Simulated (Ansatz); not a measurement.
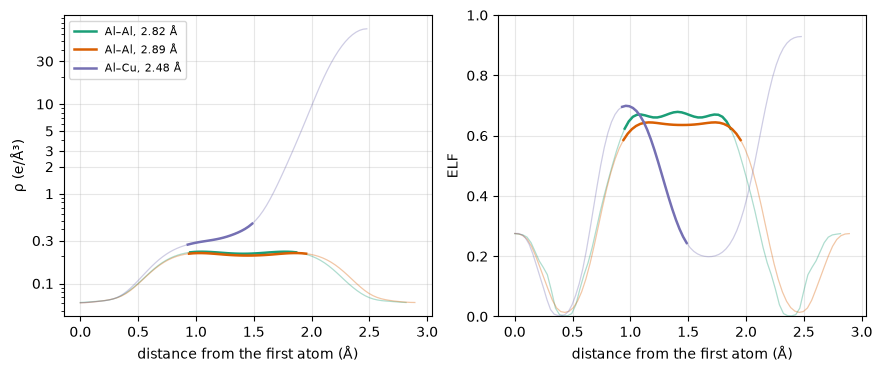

Al2Cu. Valence electron density and electron localisation function along straight lines between neighbouring atoms. Thin, pale parts lie inside the atomic spheres.

Space group Immm; a structure from a database of computed crystals, not necessarily the ambient phase; changed on purpose from its base cell (uniaxial strain along a, b, c and atoms relaxed: +2.0 %); computed without spin polarisation.

The calculation used Ansatz 0.2.0, DFT PBEsol, scalar-relativistic, plane waves, PAW.

The density is the valence pseudo-density of a PAW calculation; it isn't the true density close to the nuclei.

What can be read from the curves?

Answer. Al–Al (2.82 Å): the density is about 0.21 e/Å³ at the midpoint; the ELF peaks at about 0.70 between the atoms.
Al–Al (2.89 Å): ρ at the midpoint is about 0.2 e/Å³; the ELF peaks at about 0.65 between the atoms.
Al–Cu (2.48 Å): ρ is about 0.32 e/Å³ halfway; the ELF peaks at about 0.70 between the atoms.
